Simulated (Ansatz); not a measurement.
# Run report: Ni, geometry relaxation (part 1 of 3)

The run: geometry relaxation of Ni (P6₃/mmc, 2 atoms in the cell). Method and program: DFT, PBE, PAW with Ansatz's default frozen-core files, scalar-relativistic, spin-polarised (Ansatz 0.2.0).

The structure was built on a prototype by a generator; it need not be a known phase. Its volume is 0.49 times that of the source entry. It belongs to a series of runs on one base structure; here: hcp relaxed under pressure, PAW files. Figures and captions count atoms from 1; the log counts them from 0 in places.

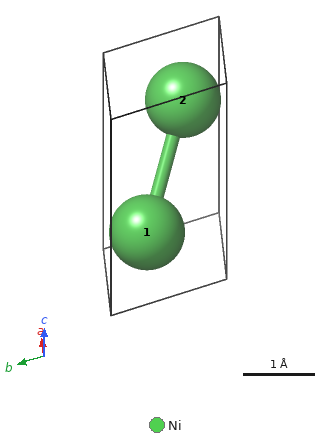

**Figure 1.** The structure as given in the input (ball-and-stick view of the cell of the calculation, seen at an oblique angle; atoms are numbered from 1 in the order of the input).

Summary:

| quantity | value |
| --- | --- |
| outcome | converged |
| space group (tolerance 0.01 Å) | P6₃/mmc (194) |
| electrons treated | 36 |
| free energy | −11666.2197 eV |
| Fermi energy | 41.372 eV |
| net moment of the cell | 0.23 μB |
| integrated absolute moment | 0.24 μB |
| pressure | 740.01 GPa |
| final volume | 10.78 Å³ |
| largest force (length of the vector) at the end | under 0.001 eV/Å |
| final cell | a = 1.962 Å, b = 1.962 Å, c = 3.233 Å, α = 90.00°, β = 90.00°, γ = 120.00° |
| hardware | 2 threads of Arm Neoverse V1, 24 GiB of memory available, shared host |
| wall time | 89 s (CPU time 2.9 min) |
| peak memory | 0.47 GiB |

Remarks:

The cell was relaxed to the target pressure of the input; what is minimised is then the enthalpy E + pV.

Input file:
```yaml
crystal:
  lattice:
    - [1.9716584206, 0.0, 0.0]
    - [-0.9858292103, 1.7075062799, 0.0]
    - [0.0, 0.0, 3.1940866414]
  atoms:
    - { symbol: Ni, position: [0.3333333333, 0.6666666667, 0.25], spin: 1.0 }
    - { symbol: Ni, position: [0.6666666667, 0.3333333333, 0.75], spin: 1.0 }
magnetization:
  spin_polarized: true
kpoints:
  mp_grid: { grid: [22, 22, 12] }
scf:
  occupations: { method: fermi_dirac, width: 0.08 }
hamiltonian:
  xc: pbe
  pseudopotentials: { kind: paw }
output:
  forces: true
  stress: true
  eigenvalues: true
  write_density: true
  write_potential: true
  elf: true
  volumetric_format: npy
relax:
  f_tol: 0.005
  max_steps: 40
  cell: { p_target: 740.0, stress_tol: 0.37 }
```

Launched with:
```bash
ansatz run input.yaml --threads 2 --pin off --max-ram 7168MiB --backend cpu --events-out ev --progress --plain --runs-dir out
```

The program's output:
```
Engine: ansatz 0.2.0, aarch64-unknown-linux-gnu
Pseudopotentials: kind: paw
Pseudopotential: Ni, paw, valence charge 18, recommended cutoff 420 eV (normal), Ni.paw.azcp
Functional definition: PBE
  parameter kappa = 0.804
  parameter beta = 0.06672455060314922
  exchange = pbe_x(kappa = kappa, mu = beta*pi^2/3)
  correlation = pbe_c(beta = beta)
Crystal: 2 atoms, lattice volume = 10.753 Å³
Basis set: ecut = 420 eV, 197 PW (Γ), exchange–correlation on 30×30×48 points (8 copies of the dense FFT grid, shifted against one another)
Bands: 23, of which v1, the nominal top of the filled ones, is band 18 counted from 1 (17 counted from 0)
Symmetry: 24 space group operations
Space group: P63/mmc (ITA 194), of the structure as read, at distance tolerance 2.2e-5 Å
Magnetic group: BNS 194.263 (UNI 1493), of the structure as read, at distance tolerance 2.2e-5 Å
k-points: 364 of 5808
Non-local potential: Ni, projectors of the file, l = 0: 3, l = 1: 2, l = 2: 3, l = 3: 1
PAW form: soft (Blöchl's): semilocal exchange-correlation on the pseudo side does not see the compensation charge
PAW one-centre angular grid: Ni, 590 points (default); XC on 64 Gauss nodes
Initial density: superposition of atomic densities (chi_scale 0.1, normalization cell)
Starting moments: Σ|m| = 2 μB on 2 of 2 sites
Initial wavefunctions: pseudopotential atomic-orbital guess
Functional: x = pbe(κ = 0.804, μ = 0.2195149727645171), c = pbe(β = 0.06672455060314922)
iter 1 solved again at ethr=2.96e-3 eV; its pass at ethr=3.10e-3 eV (dr2=1.07e0 eV) is discarded
SCF iter   1: F=—  HF=-11644.023234 eV  |F-HF|=—  |Δ(HF+E_count)|=         —  Δρ=7.59e-2 (↑7.59e-2 ↓6.91e-2)  dr2=1.07e0  dr2_m=4.87e-2  M=1.540 μB ∫|m|=1.554 μB  β_m=0.30  ethr=2.96e-3  ⟨swp⟩=1.0  Hψ=93066  notcnv=0
Mixer restart at iter 1: flushing history
preconditioner: auto → none  [metal: Δε(μ)=0.010 eV  Ē_g=18.761 eV  σ=0.080 eV  W_gap=0.03  n_scr=2 (ndim 8)  ℏωp=50.6 eV  f_vac=0.000  D(μ)=1.36/eV (n_scr^D=22)  sad-step TF]
SCF iter   2: F=—  HF=-11652.416818 eV  |F-HF|=—  |Δ(HF+E_count)|=    8.39e0  Δρ=3.66e-2 (↑3.66e-2 ↓3.58e-2)  dr2=7.19e-2  dr2_m=7.52e-2  M=1.406 μB ∫|m|=1.424 μB  β_m=0.38  ethr=2.96e-3  ⟨swp⟩=2.1  Hψ=20138  notcnv=0
SCF iter   3: F=—  HF=-11652.840182 eV  |F-HF|=—  |Δ(HF+E_count)|=         —  Δρ=1.35e-1 (↑1.27e-1 ↓1.35e-1)  dr2=1.76e-2  dr2_m=1.67e0  M=0.471 μB ∫|m|=0.492 μB  β_m=1.00  ethr=2.00e-4  ⟨swp⟩=3.3  Hψ=33487  notcnv=0  defer=49
Mixer restart at iter 3: flushing history
SCF iter   4: F=—  HF=-11665.095744 eV  |F-HF|=—  |Δ(HF+E_count)|=    1.23e1  Δρ=1.97e-2 (↑1.80e-2 ↓1.97e-2)  dr2=7.64e-2  dr2_m=5.17e-4  M=0.467 μB ∫|m|=0.491 μB  β_m=0.38  ethr=1.39e-4  ⟨swp⟩=3.5  Hψ=41885  notcnv=0  defer=53
SCF iter   5: F=—  HF=-11665.602163 eV  |F-HF|=—  |Δ(HF+E_count)|=   5.06e-1  Δρ=1.27e-2 (↑1.08e-2 ↓1.27e-2)  dr2=2.94e-2  dr2_m=3.59e-4  M=0.462 μB ∫|m|=0.486 μB  β_m=0.69  ethr=1.39e-4  ⟨swp⟩=1.1  Hψ=20147  notcnv=0  defer=49
SCF iter   6: F=—  HF=-11666.083740 eV  |F-HF|=—  |Δ(HF+E_count)|=   4.82e-1  Δρ=4.79e-3 (↑4.79e-3 ↓4.37e-3)  dr2=4.04e-3  dr2_m=7.41e-6  M=0.459 μB ∫|m|=0.484 μB  β_m=0.50  ethr=8.18e-5  ⟨swp⟩=1.7  Hψ=18623  notcnv=0  defer=198
SCF iter   7: F=—  HF=-11666.083358 eV  |F-HF|=—  |Δ(HF+E_count)|=   3.82e-4  Δρ=6.82e-4 (↑6.34e-4 ↓6.82e-4)  dr2=5.55e-5  dr2_m=2.05e-6  M=0.458 μB ∫|m|=0.483 μB  β_m=0.66  ethr=1.12e-5  ⟨swp⟩=2.2  Hψ=24240  notcnv=0  defer=199
SCF iter   8: F=—  HF=-11666.085968 eV  |F-HF|=—  |Δ(HF+E_count)|=   2.61e-3  Δρ=4.23e-4 (↑4.23e-4 ↓3.06e-4)  dr2=2.62e-5  dr2_m=7.01e-7  M=0.459 μB ∫|m|=0.484 μB  β_m=0.75  ethr=1.54e-7  ⟨swp⟩=2.9  Hψ=33745  notcnv=0  defer=199
SCF iter   9: F=—  HF=-11666.086560 eV  |F-HF|=—  |Δ(HF+E_count)|=   5.92e-4  Δρ=3.44e-4 (↑3.44e-4 ↓1.43e-4)  dr2=2.69e-6  dr2_m=5.47e-6  M=0.460 μB ∫|m|=0.486 μB  β_m=0.87  ethr=7.28e-8  ⟨swp⟩=2.1  Hψ=24113  notcnv=0  defer=199
SCF iter  10: F=—  HF=-11666.086570 eV  |F-HF|=—  |Δ(HF+E_count)|=   1.04e-5  Δρ=3.70e-4 (↑3.70e-4 ↓1.35e-4)  dr2=3.60e-6  dr2_m=5.80e-6  M=0.461 μB ∫|m|=0.486 μB  β_m=0.87  ethr=7.47e-9  ⟨swp⟩=1.6  Hψ=18789  notcnv=0  defer=199
SCF iter  11: F=—  HF=-11666.086580 eV  |F-HF|=—  |Δ(HF+E_count)|=   1.03e-5  Δρ=1.99e-4 (↑1.99e-4 ↓1.98e-4)  dr2=5.15e-7  dr2_m=3.22e-6  M=0.462 μB ∫|m|=0.488 μB  β_m=0.78  ethr=7.47e-9  ⟨swp⟩=2.6  Hψ=27828  notcnv=0  defer=199
SCF iter  12: F=—  HF=-11666.086581 eV  |F-HF|=—  |Δ(HF+E_count)|=   4.20e-7  Δρ=1.40e-4 (↑1.40e-4 ↓1.15e-4)  dr2=1.56e-7  dr2_m=1.43e-6  M=0.463 μB ∫|m|=0.489 μB  β_m=0.89  ethr=1.43e-9  ⟨swp⟩=2.5  Hψ=26735  notcnv=0  defer=199
SCF iter  13: F=—  HF=-11666.086581 eV  |F-HF|=—  |Δ(HF+E_count)|=   2.05e-7  Δρ=1.23e-5 (↑4.02e-6 ↓1.23e-5)  dr2=8.64e-9  dr2_m=1.93e-9  M=0.465 μB ∫|m|=0.491 μB  β_m=0.95  ethr=4.34e-10  ⟨swp⟩=2.4  Hψ=29537  notcnv=0  defer=199
SCF iter  14: F=—  HF=-11666.086581 eV  |F-HF|=—  |Δ(HF+E_count)|=   4.13e-8  Δρ=6.13e-6 (↑6.13e-6 ↓3.79e-6)  dr2=3.81e-10  dr2_m=2.31e-9  M=0.465 μB ∫|m|=0.491 μB  β_m=0.95  ethr=2.40e-11  ⟨swp⟩=3.0  Hψ=32524  notcnv=0  defer=199
SCF iter  15: F=-11666.086581 eV  HF=-11666.086581 eV  |F-HF|=1.82e-12  |Δ(HF+E_count)|=   1.24e-9  Δρ=2.90e-7 (↑1.57e-7 ↓2.90e-7)  dr2=3.10e-12  dr2_m=1.25e-12  M=0.465 μB ∫|m|=0.490 μB  ethr=1.06e-12  ⟨swp⟩=10.1  Hψ=137378  notcnv=0
SCF 1 converged in 15 iterations: F = -11666.086581 eV  dr2 = 3.10e-12
  greatest PAW one-centre occupation: 1.005 electrons in one spin orbital (limit 2), on the Ni atom at site 1 (counted from 0), in its partial waves of l = 1
relax step   1: F+E_penalty+E_count = -11666.08658102 eV  Δ(F+E_penalty+E_count) = +0.000e0 eV  max|allowed force component| = 7.401e-17 eV/Å  Δτ_max = 0.0000 Å  P = +747.478 GPa  Ω = 10.753 Å³  (15 SCF iters, accepted)
Crystal: 2 atoms, lattice volume = 10.794 Å³
Basis set: ecut = 420 eV, 209 PW (Γ), exchange–correlation on 30×30×48 points (8 copies of the dense FFT grid, shifted against one another)
Initial density: handed on by an earlier stage of this run
Starting moments: Σ|m| = 2 μB on 2 of 2 sites; this step starts from the density that it was given
Initial wavefunctions: those handed on with the density
iter 1 solved again at ethr=7.05e-7 eV; its pass at ethr=3.10e-3 eV (dr2=2.54e-4 eV) is discarded
SCF iter   1: F=—  HF=-11666.282575 eV  |F-HF|=—  |Δ(HF+E_count)|=         —  Δρ=2.36e-3 (↑2.36e-3 ↓1.77e-3)  dr2=2.54e-4  dr2_m=8.36e-5  M=0.456 μB ∫|m|=0.482 μB  β_m=0.30  ethr=7.05e-7  ⟨swp⟩=3.4  Hψ=93073  notcnv=0
preconditioner: auto → none  [metal: Δε(μ)=0.001 eV  Ē_g=18.864 eV  σ=0.080 eV  W_gap=0.00  n_scr=2 (ndim 8)  ℏωp=50.5 eV  f_vac=0.000  D(μ)=2.92/eV (n_scr^D=66)]
SCF iter   2: F=—  HF=-11666.282506 eV  |F-HF|=—  |Δ(HF+E_count)|=   6.85e-5  Δρ=1.30e-3 (↑1.30e-3 ↓1.23e-3)  dr2=5.16e-5  dr2_m=6.18e-5  M=0.455 μB ∫|m|=0.481 μB  β_m=0.48  ethr=7.05e-7  ⟨swp⟩=2.7  Hψ=25784  notcnv=0
SCF iter   3: F=—  HF=-11666.282527 eV  |F-HF|=—  |Δ(HF+E_count)|=   2.06e-5  Δρ=1.05e-3 (↑1.05e-3 ↓4.15e-4)  dr2=2.90e-5  dr2_m=4.39e-5  M=0.451 μB ∫|m|=0.477 μB  β_m=0.54  ethr=1.43e-7  ⟨swp⟩=2.5  Hψ=28574  notcnv=0
SCF iter   4: F=—  HF=-11666.282532 eV  |F-HF|=—  |Δ(HF+E_count)|=   4.54e-6  Δρ=6.36e-4 (↑5.77e-4 ↓6.36e-4)  dr2=2.61e-7  dr2_m=3.62e-5  M=0.448 μB ∫|m|=0.474 μB  β_m=0.77  ethr=8.05e-8  ⟨swp⟩=2.2  Hψ=26706  notcnv=0
SCF iter   5: F=—  HF=-11666.282542 eV  |F-HF|=—  |Δ(HF+E_count)|=   1.07e-5  Δρ=5.31e-4 (↑5.31e-4 ↓5.21e-4)  dr2=4.60e-8  dr2_m=2.73e-5  M=0.441 μB ∫|m|=0.467 μB  β_m=0.11  ethr=7.26e-10  ⟨swp⟩=3.3  Hψ=38154  notcnv=0
SCF iter   6: F=—  HF=-11666.282549 eV  |F-HF|=—  |Δ(HF+E_count)|=   6.38e-6  Δρ=4.99e-4 (↑4.38e-4 ↓4.99e-4)  dr2=5.86e-7  dr2_m=2.14e-5  M=0.437 μB ∫|m|=0.462 μB  β_m=0.17  ethr=1.28e-10  ⟨swp⟩=3.3  Hψ=36773  notcnv=0
SCF iter   7: F=—  HF=-11666.282562 eV  |F-HF|=—  |Δ(HF+E_count)|=   1.29e-5  Δρ=3.81e-4 (↑3.22e-4 ↓3.81e-4)  dr2=9.93e-7  dr2_m=1.16e-5  M=0.427 μB ∫|m|=0.451 μB  β_m=0.78  ethr=1.28e-10  ⟨swp⟩=4.2  Hψ=46298  notcnv=0
SCF iter   8: F=—  HF=-11666.282578 eV  |F-HF|=—  |Δ(HF+E_count)|=   1.66e-5  Δρ=1.45e-4 (↑8.37e-5 ↓1.45e-4)  dr2=6.35e-7  dr2_m=1.06e-6  M=0.400 μB ∫|m|=0.423 μB  β_m=0.91  ethr=1.28e-10  ⟨swp⟩=4.7  Hψ=54123  notcnv=0
iter 9 did not close the SCF: its close was put off for a magnetic moment that had not settled (scf_convergence_deferred on its scf_iter line)
SCF iter   9: F=-11666.282580 eV  HF=-11666.282580 eV  |F-HF|=8.84e-9  |Δ(HF+E_count)|=   1.73e-6  Δρ=2.97e-5 (↑2.97e-5 ↓2.77e-5)  dr2=4.34e-8  dr2_m=5.56e-8  M=0.391 μB ∫|m|=0.413 μB  β_m=0.95  ethr=1.28e-10  ⟨swp⟩=9.8  Hψ=165868  notcnv=0
SCF iter  10: F=-11666.282580 eV  HF=-11666.282580 eV  |F-HF|=1.86e-10  |Δ(HF+E_count)|=   7.03e-8  Δρ=2.03e-6 (↑1.32e-6 ↓2.03e-6)  dr2=1.84e-10  dr2_m=1.93e-10  M=0.389 μB ∫|m|=0.410 μB  ethr=1.21e-10  ⟨swp⟩=8.1  Hψ=134725  notcnv=0
SCF 2 converged in 10 iterations: F = -11666.282580 eV  dr2 = 1.84e-10
  greatest PAW one-centre occupation: 1.004 electrons in one spin orbital (limit 2), on the Ni atom at site 1 (counted from 0), in its partial waves of l = 1
relax step   2: F+E_penalty+E_count = -11666.28257988 eV  Δ(F+E_penalty+E_count) = -1.960e-1 eV  max|allowed force component| = 9.252e-17 eV/Å  Δτ_max = 0.0000 Å  P = +736.753 GPa  Ω = 10.794 Å³  energy of the carried Pulay correction = -2.497e-4 eV  (10 SCF iters, dr2 threshold 2.00e-7 eV, accepted)
Crystal: 2 atoms, lattice volume = 10.763 Å³
iter 1 solved again at ethr=6.74e-7 eV; its pass at ethr=3.10e-3 eV (dr2=2.43e-4 eV) is discarded
SCF iter   1: F=—  HF=-11666.144268 eV  |F-HF|=—  |Δ(HF+E_count)|=         —  Δρ=2.73e-3 (↑2.53e-3 ↓2.73e-3)  dr2=2.30e-4  dr2_m=3.00e-4  M=0.377 μB ∫|m|=0.399 μB  β_m=0.30  ethr=6.74e-7  ⟨swp⟩=3.5  Hψ=95173  notcnv=0
preconditioner: auto → none  [metal: Δε(μ)=0.002 eV  Ē_g=18.922 eV  σ=0.080 eV  W_gap=0.01  n_scr=2 (ndim 8)  ℏωp=50.6 eV  f_vac=0.000  D(μ)=2.93/eV (n_scr^D=66)]
SCF iter   2: F=—  HF=-11666.144207 eV  |F-HF|=—  |Δ(HF+E_count)|=   6.06e-5  Δρ=1.90e-3 (↑1.90e-3 ↓1.87e-3)  dr2=6.49e-5  dr2_m=2.29e-4  M=0.375 μB ∫|m|=0.396 μB  β_m=0.63  ethr=6.39e-7  ⟨swp⟩=1.3  Hψ=18649  notcnv=0
SCF iter   3: F=—  HF=-11666.144263 eV  |F-HF|=—  |Δ(HF+E_count)|=   5.62e-5  Δρ=1.69e-3 (↑5.67e-4 ↓1.69e-3)  dr2=7.27e-5  dr2_m=1.18e-4  M=0.365 μB ∫|m|=0.387 μB  β_m=0.78  ethr=1.80e-7  ⟨swp⟩=2.3  Hψ=29745  notcnv=0
SCF iter   4: F=—  HF=-11666.144298 eV  |F-HF|=—  |Δ(HF+E_count)|=   3.51e-5  Δρ=1.69e-3 (↑1.69e-3 ↓5.00e-4)  dr2=9.04e-5  dr2_m=1.03e-4  M=0.356 μB ∫|m|=0.377 μB  β_m=0.29  ethr=1.80e-7  ⟨swp⟩=2.2  Hψ=30551  notcnv=0
SCF iter   5: F=—  HF=-11666.144292 eV  |F-HF|=—  |Δ(HF+E_count)|=   6.17e-6  Δρ=8.90e-4 (↑8.90e-4 ↓8.39e-4)  dr2=1.22e-6  dr2_m=7.19e-5  M=0.346 μB ∫|m|=0.366 μB  β_m=0.11  ethr=1.80e-7  ⟨swp⟩=2.2  Hψ=26859  notcnv=0
SCF iter   6: F=—  HF=-11666.144322 eV  |F-HF|=—  |Δ(HF+E_count)|=   2.94e-5  Δρ=7.67e-4 (↑7.67e-4 ↓7.66e-4)  dr2=6.31e-7  dr2_m=5.68e-5  M=0.335 μB ∫|m|=0.354 μB  β_m=0.15  ethr=3.39e-9  ⟨swp⟩=2.8  Hψ=33354  notcnv=0
SCF iter   7: F=—  HF=-11666.144360 eV  |F-HF|=—  |Δ(HF+E_count)|=   3.81e-5  Δρ=6.29e-4 (↑6.29e-4 ↓6.13e-4)  dr2=5.47e-6  dr2_m=3.53e-5  M=0.314 μB ∫|m|=0.332 μB  β_m=0.80  ethr=1.75e-9  ⟨swp⟩=3.6  Hψ=40980  notcnv=0
SCF iter   8: F=—  HF=-11666.144440 eV  |F-HF|=—  |Δ(HF+E_count)|=   8.08e-5  Δρ=2.65e-4 (↑2.39e-4 ↓2.65e-4)  dr2=1.15e-7  dr2_m=6.10e-6  M=0.250 μB ∫|m|=0.264 μB  β_m=0.90  ethr=1.75e-9  ⟨swp⟩=4.4  Hψ=49942  notcnv=0
SCF iter   9: F=—  HF=-11666.144460 eV  |F-HF|=—  |Δ(HF+E_count)|=   1.92e-5  Δρ=1.29e-4 (↑9.71e-5 ↓1.29e-4)  dr2=6.43e-8  dr2_m=1.21e-6  M=0.212 μB ∫|m|=0.223 μB  β_m=0.95  ethr=3.20e-10  ⟨swp⟩=16.9  Hψ=202994  notcnv=0
iter 10 did not close the SCF: its close was put off for a magnetic moment that had not settled (scf_convergence_deferred on its scf_iter line)
SCF iter  10: F=-11666.144466 eV  HF=-11666.144466 eV  |F-HF|=4.23e-9  |Δ(HF+E_count)|=   6.05e-6  Δρ=3.97e-5 (↑2.97e-5 ↓3.97e-5)  dr2=7.89e-9  dr2_m=1.12e-7  M=0.180 μB ∫|m|=0.190 μB  β_m=0.98  ethr=1.79e-10  ⟨swp⟩=16.3  Hψ=195704  notcnv=0
iter 11 did not close the SCF: its close was put off for a magnetic moment that had not settled (scf_convergence_deferred on its scf_iter line)
SCF iter  11: F=-11666.144466 eV  HF=-11666.144466 eV  |F-HF|=1.63e-9  |Δ(HF+E_count)|=   6.84e-7  Δρ=1.55e-5 (↑1.48e-5 ↓1.55e-5)  dr2=7.06e-10  dr2_m=2.15e-8  M=0.170 μB ∫|m|=0.179 μB  β_m=0.99  ethr=2.19e-11  ⟨swp⟩=9.2  Hψ=163508  notcnv=0
iter 12 did not close the SCF: its close was put off for a magnetic moment that had not settled (scf_convergence_deferred on its scf_iter line)
SCF iter  12: F=-11666.144467 eV  HF=-11666.144467 eV  |F-HF|=2.58e-10  |Δ(HF+E_count)|=   1.48e-7  Δρ=7.44e-6 (↑5.90e-6 ↓7.44e-6)  dr2=1.92e-10  dr2_m=4.24e-9  M=0.164 μB ∫|m|=0.174 μB  β_m=0.99  ethr=1.96e-12  ⟨swp⟩=7.9  Hψ=154952  notcnv=0
iter 13 did not close the SCF: its close was put off for a magnetic moment that had not settled (scf_convergence_deferred on its scf_iter line)
SCF iter  13: F=-11666.144467 eV  HF=-11666.144467 eV  |F-HF|=2.75e-10  |Δ(HF+E_count)|=   3.33e-8  Δρ=3.69e-6 (↑3.69e-6 ↓1.80e-6)  dr2=2.95e-10  dr2_m=6.23e-10  M=0.162 μB ∫|m|=0.171 μB  β_m=0.70  ethr=1.00e-12  ⟨swp⟩=7.3  Hψ=142354  notcnv=0
iter 14 did not close the SCF: its close was put off for a magnetic moment that had not settled (scf_convergence_deferred on its scf_iter line)
SCF iter  14: F=-11666.144467 eV  HF=-11666.144467 eV  |F-HF|=1.27e-11  |Δ(HF+E_count)|=   1.16e-9  Δρ=2.76e-6 (↑1.93e-6 ↓2.76e-6)  dr2=6.00e-11  dr2_m=4.99e-10  M=0.161 μB ∫|m|=0.170 μB  β_m=0.66  ethr=1.00e-12  ⟨swp⟩=6.8  Hψ=112092  notcnv=0
SCF iter  15: F=-11666.144467 eV  HF=-11666.144467 eV  |F-HF|=0.00e0  |Δ(HF+E_count)|=   4.62e-9  Δρ=4.24e-7 (↑4.24e-7 ↓3.92e-7)  dr2=7.68e-13  dr2_m=1.50e-11  M=0.160 μB ∫|m|=0.169 μB  ethr=1.00e-12  ⟨swp⟩=7.1  Hψ=136361  notcnv=0
SCF 3 converged in 15 iterations: F = -11666.144467 eV  dr2 = 7.68e-13
relax step   3: F+E_penalty+E_count = -11666.14446656 eV  Δ(F+E_penalty+E_count) = +1.381e-1 eV  max|allowed force component| = 3.701e-17 eV/Å  Δτ_max = 0.0000 Å  P = +744.055 GPa  Ω = 10.763 Å³  energy of the carried Pulay correction = -3.367e-5 eV  (15 SCF iters, dr2 threshold 2.00e-7 eV, accepted)
Crystal: 2 atoms, lattice volume = 10.781 Å³
iter 1 solved again at ethr=3.92e-8 eV; its pass at ethr=3.10e-3 eV (dr2=1.41e-5 eV) is discarded
```
